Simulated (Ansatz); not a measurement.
# GdO: what the fields show

```cif
data_structure
_symmetry_space_group_name_H-M 'P 1'
_symmetry_Int_Tables_number 1
_cell_length_a 2.7639
_cell_length_b 2.7639
_cell_length_c 2.7639
_cell_angle_alpha 90.000
_cell_angle_beta 90.000
_cell_angle_gamma 90.000
_cell_volume 21.11
loop_
_atom_site_label
_atom_site_type_symbol
_atom_site_fract_x
_atom_site_fract_y
_atom_site_fract_z
_atom_site_occupancy
Gd1 Gd 0.00000 0.00000 0.00000 1
O1 O 0.50000 0.50000 0.50000 1
```

Space group Pm-3m; a generated structure, not necessarily the stable one; built by placing these elements on a known structure type; computed pressure about 62 GPa in this cell; spin-polarised.

The calculation used Kohn-Sham DFT of a periodic cell, PBE, Ansatz PAW (Ansatz 0.2.0).

The density is the valence pseudo-density of a PAW calculation; it isn't the true density close to the nuclei.

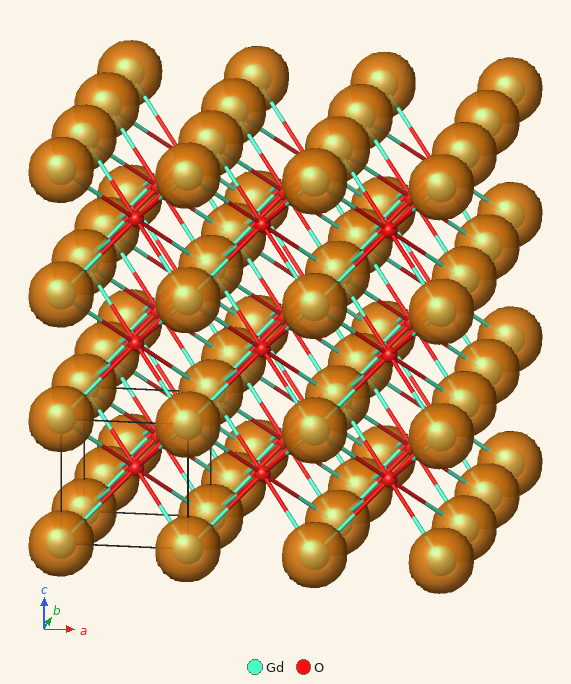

Figure 1. Isosurface of the spin density at +1 e/Å³ (orange), seen slightly off an axis. Sticks mark near contacts.

### Which atoms carry the moments, and with what signs?

The spin density sits on Gd: +6.7 μB in one cell of 2 atoms: parallel main moments, as they must be, since the calculation's own cell holds one magnetic site. The cell of the calculation (2 atoms) carries 7.0 μB of net spin moment.

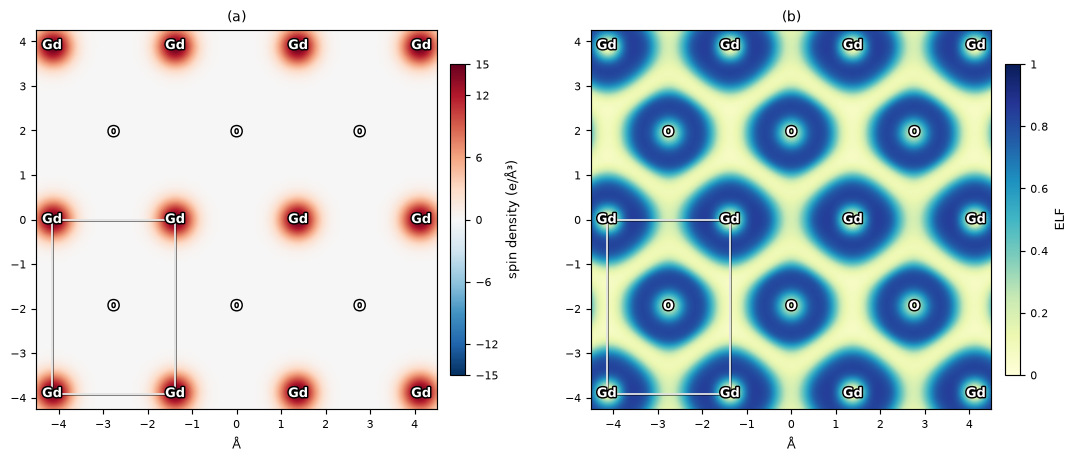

Figure 2. (a) magnetisation density (up minus down); (b) ELF on the (101) plane of the conventional cell.

### What do the fields say about this system?

The plane passes through Gd and O nuclei.
Gd–O (2.39 Å): the ELF is about 0.10 at the midpoint; no shared electron pair shows on this line.
The features right at Gd lie inside the PAW spheres, where the map follows smoothed inner orbitals and isn't to be read closely.

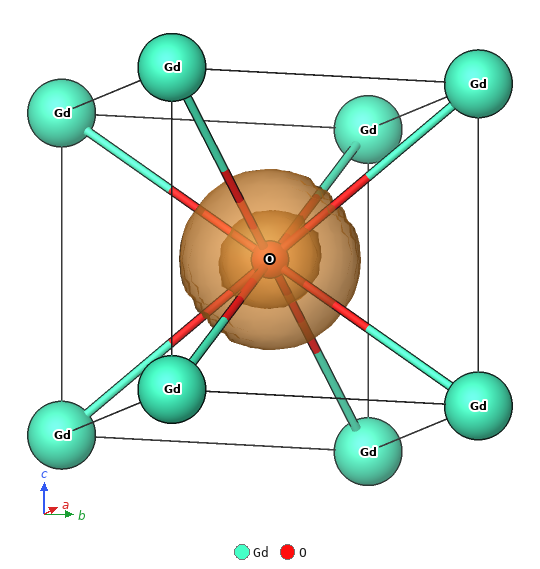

Figure 3. Isosurface of the electron localisation function at 0.75 (orange), seen at an oblique angle. Only the valence region is drawn (cores and ρ < 0.01 e/Å³ removed). Sticks mark near contacts.

### Describe the localisation domains.

The ELF exceeds this value in one region wrapped around O (its valence shell), counted in one cell of 2 atoms. Regions shared between cells count once.

### Metal or insulator at this level of theory?

It is gapless in this calculation (a metal or semimetal); semilocal functionals without U, or without the true magnetic order, often close the gap of such compounds.
